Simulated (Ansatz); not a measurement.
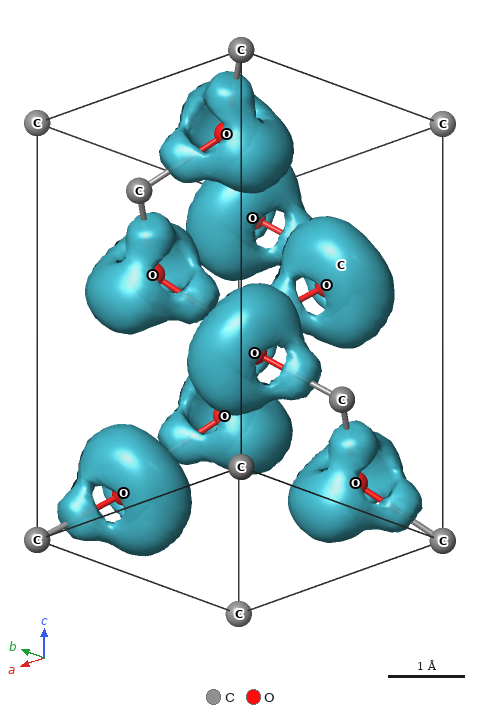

CO2. Isosurface of the electron localisation function at 0.75 (cyan), seen at an oblique angle. Only the valence region is drawn (cores and ρ < 0.01 e/Å³ removed). Sticks mark near contacts.

Space group I-42d; changed on purpose from its base cell (volume × 0.91, shape and atoms relaxed); computed pressure about 15 GPa in this cell.

Theory: DFT PBE, scalar-relativistic, plane waves, PAW in Ansatz.

Core electrons are frozen (PAW), and the valence fields are smoothed inside the atomic spheres.

Identify the bonds, lone pairs and shells in this picture.

At this value the surface marks out eight regions on O in which the atom's valence shell and bonds are merged, counted in one cell of 12 atoms. Any copies at cell faces, edges or corners count once.

Values along the shortest contacts:
C–O (1.39 Å): the ELF peaks at about 0.85 between the atoms: a polar covalent bond.

Does the calculation make it a metal, or give it a gap?

It is gapped, with a Kohn–Sham gap of 7.8 eV on the k-point mesh (the band edges may lie off the mesh, which would make the gap smaller).
